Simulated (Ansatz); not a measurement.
Field-gradient calculation of In26SbAs27 (part 3 of 3)

Continued. System: In26SbAs27 (defect cell, 54 atoms in the cell). Method: DFT, PBE, plane-wave PAW, default files, scalar-relativistic, no spin polarisation (Ansatz 0.2.0); cutoff 420 eV, 2×2×2 k-mesh, Fermi–Dirac smearing of 0.01 eV. The structure derives from an entry of the Crystallography Open Database. It belongs to a series of runs on one base structure; here: Sb on a In site, charge +0, host positions.

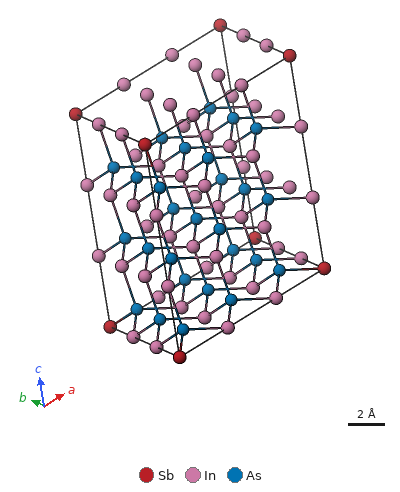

Figure 1. The structure as given in the input (ball-and-stick view of the cell of the calculation, seen slightly off an axis). An atom can appear more than once, as a periodic image.

The input:
```yaml
crystal:
  lattice:
    - [0.0, 9.054, 9.054]
    - [9.054, 0.0, 9.054]
    - [9.054, 9.054, 0.0]
  atoms:
    - { symbol: Sb, position: [0.0, 0.0, 0.0] }
    - { symbol: In, position: [0.0, 0.0, 0.3333333333] }
    - { symbol: In, position: [0.0, 0.0, 0.6666666667] }
    - { symbol: In, position: [0.0, 0.3333333333, 0.0] }
    - { symbol: In, position: [0.0, 0.3333333333, 0.3333333333] }
    - { symbol: In, position: [0.0, 0.3333333333, 0.6666666667] }
    - { symbol: In, position: [0.0, 0.6666666667, 0.0] }
    - { symbol: In, position: [0.0, 0.6666666667, 0.3333333333] }
    - { symbol: In, position: [0.0, 0.6666666667, 0.6666666667] }
    - { symbol: In, position: [0.3333333333, 0.0, 0.0] }
    - { symbol: In, position: [0.3333333333, 0.0, 0.3333333333] }
    - { symbol: In, position: [0.3333333333, 0.0, 0.6666666667] }
    - { symbol: In, position: [0.3333333333, 0.3333333333, 0.0] }
    - { symbol: In, position: [0.3333333333, 0.3333333333, 0.3333333333] }
    - { symbol: In, position: [0.3333333333, 0.3333333333, 0.6666666667] }
    - { symbol: In, position: [0.3333333333, 0.6666666667, 0.0] }
    - { symbol: In, position: [0.3333333333, 0.6666666667, 0.3333333333] }
    - { symbol: In, position: [0.3333333333, 0.6666666667, 0.6666666667] }
    - { symbol: In, position: [0.6666666667, 0.0, 0.0] }
    - { symbol: In, position: [0.6666666667, 0.0, 0.3333333333] }
    - { symbol: In, position: [0.6666666667, 0.0, 0.6666666667] }
    - { symbol: In, position: [0.6666666667, 0.3333333333, 0.0] }
    - { symbol: In, position: [0.6666666667, 0.3333333333, 0.3333333333] }
    - { symbol: In, position: [0.6666666667, 0.3333333333, 0.6666666667] }
    - { symbol: In, position: [0.6666666667, 0.6666666667, 0.0] }
    - { symbol: In, position: [0.6666666667, 0.6666666667, 0.3333333333] }
    - { symbol: In, position: [0.6666666667, 0.6666666667, 0.6666666667] }
    - { symbol: As, position: [0.0833333333, 0.0833333333, 0.0833333333] }
    - { symbol: As, position: [0.0833333333, 0.0833333333, 0.4166666667] }
    - { symbol: As, position: [0.0833333333, 0.0833333333, 0.75] }
    - { symbol: As, position: [0.0833333333, 0.4166666667, 0.0833333333] }
    - { symbol: As, position: [0.0833333333, 0.4166666667, 0.4166666667] }
    - { symbol: As, position: [0.0833333333, 0.4166666667, 0.75] }
    - { symbol: As, position: [0.0833333333, 0.75, 0.0833333333] }
    - { symbol: As, position: [0.0833333333, 0.75, 0.4166666667] }
    - { symbol: As, position: [0.0833333333, 0.75, 0.75] }
    - { symbol: As, position: [0.4166666667, 0.0833333333, 0.0833333333] }
    - { symbol: As, position: [0.4166666667, 0.0833333333, 0.4166666667] }
    - { symbol: As, position: [0.4166666667, 0.0833333333, 0.75] }
    - { symbol: As, position: [0.4166666667, 0.4166666667, 0.0833333333] }
    - { symbol: As, position: [0.4166666667, 0.4166666667, 0.4166666667] }
    - { symbol: As, position: [0.4166666667, 0.4166666667, 0.75] }
    - { symbol: As, position: [0.4166666667, 0.75, 0.0833333333] }
    - { symbol: As, position: [0.4166666667, 0.75, 0.4166666667] }
    - { symbol: As, position: [0.4166666667, 0.75, 0.75] }
    - { symbol: As, position: [0.75, 0.0833333333, 0.0833333333] }
    - { symbol: As, position: [0.75, 0.0833333333, 0.4166666667] }
    - { symbol: As, position: [0.75, 0.0833333333, 0.75] }
    - { symbol: As, position: [0.75, 0.4166666667, 0.0833333333] }
    - { symbol: As, position: [0.75, 0.4166666667, 0.4166666667] }
    - { symbol: As, position: [0.75, 0.4166666667, 0.75] }
    - { symbol: As, position: [0.75, 0.75, 0.0833333333] }
    - { symbol: As, position: [0.75, 0.75, 0.4166666667] }
    - { symbol: As, position: [0.75, 0.75, 0.75] }
kpoints:
  mp_grid: { grid: [2, 2, 2] }
scf:
  occupations: { method: fermi_dirac, width: 0.01 }
hamiltonian:
  xc: pbe
  pseudopotentials: { kind: paw }
output:
  forces: true
  stress: true
  populations: true
  efg:
    quadrupole_moments_barn: { Sb: -0.543, In: 0.772, As: 0.311 }
    contact_densities: true
```

Run as:
```bash
ansatz run input.yaml --threads 4 --pin off --max-ram 8192MiB --backend cpu --events-out ev --progress --plain --runs-dir out
```

Results in brief:

| quantity | value |
| --- | --- |
| outcome | converged |
| electrons treated | 758 |
| free energy | −283153.5797 eV |
| Fermi energy | 8.869 eV |
| pressure | 4.89 GPa |
| field gradient V_zz (10²¹ V/m²) | Sb 0.0000, In 2.45, In 2.45, In 2.45, In −0.37, In 2.45, In 2.45, In 2.45 (the first 8 of 54 sites) |
| largest force (length of the vector) | 0.525 eV/Å |
| hardware | 4 threads of Arm Neoverse V1, 24 GiB of memory available, shared host |
| wall time | 2.6 min (CPU time 10 min) |
| peak memory | 6.3 GiB |

Notes on the run: the field gradients leave out spin–orbit coupling.
